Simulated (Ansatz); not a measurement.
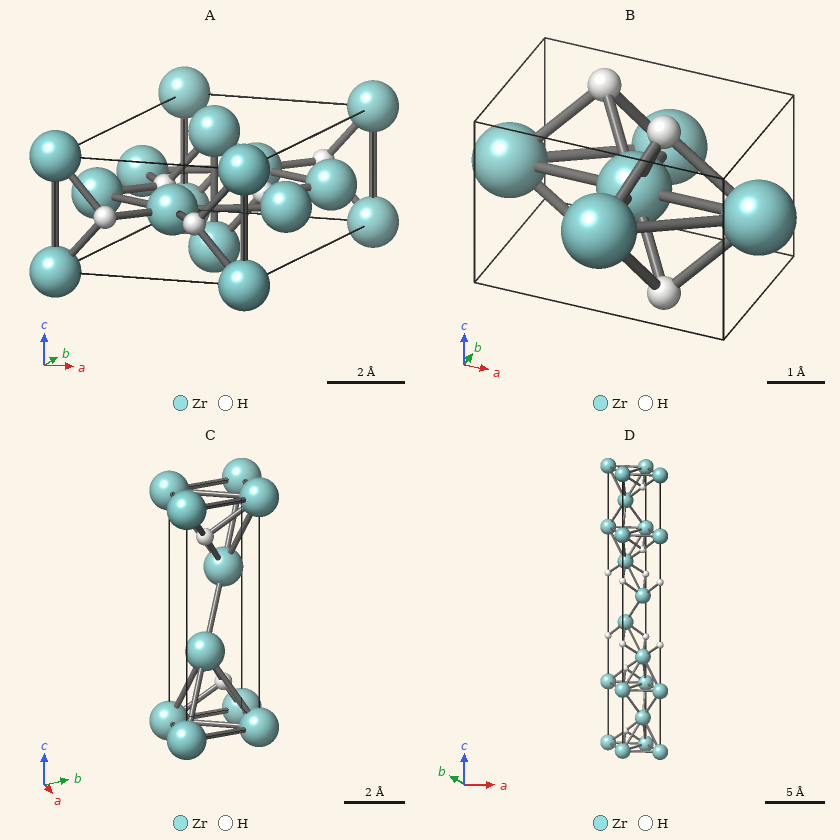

Four structures of Zr3H2, each relaxed to rest (conventional cells in solid outline, small ones repeated, each panel with its own scale). Method: DFT PBE, scalar-relativistic, plane waves, PAW in Ansatz, without spin polarisation.

### Name the structure in each panel.

A: 10 atoms a cell on a base-centred orthorhombic lattice, Cmmm; B: 5 atoms a cell on a primitive hexagonal lattice, P6/mmm; C: 5 atoms a cell on a primitive hexagonal lattice, P-3m1; D: 15 atoms a cell on a rhombohedral (trigonal R) lattice, R-3m.

### Rank them by energy, lowest first.

C, then A (+17 meV/atom), D (+27 meV/atom) and B (+627 meV/atom), energies at zero smearing.

### Collect the results in a table.

| panel | structure | E − E(lowest) (meV/atom) | volume (Å³/atom) | gap (eV) |
| --- | --- | --- | --- | --- |
| C | P-3m1 | 0 | 14.4 | metal |
| A | Cmmm | 17 | 15.0 | metal |
| D | R-3m | 27 | 14.5 | metal |
| B | P6/mmm | 627 | 18.1 | metal |

Some of these may be structure types tried for this composition rather than known phases, and the most stable form need not be among them. Gaps are taken on the k-mesh or band path of each run.
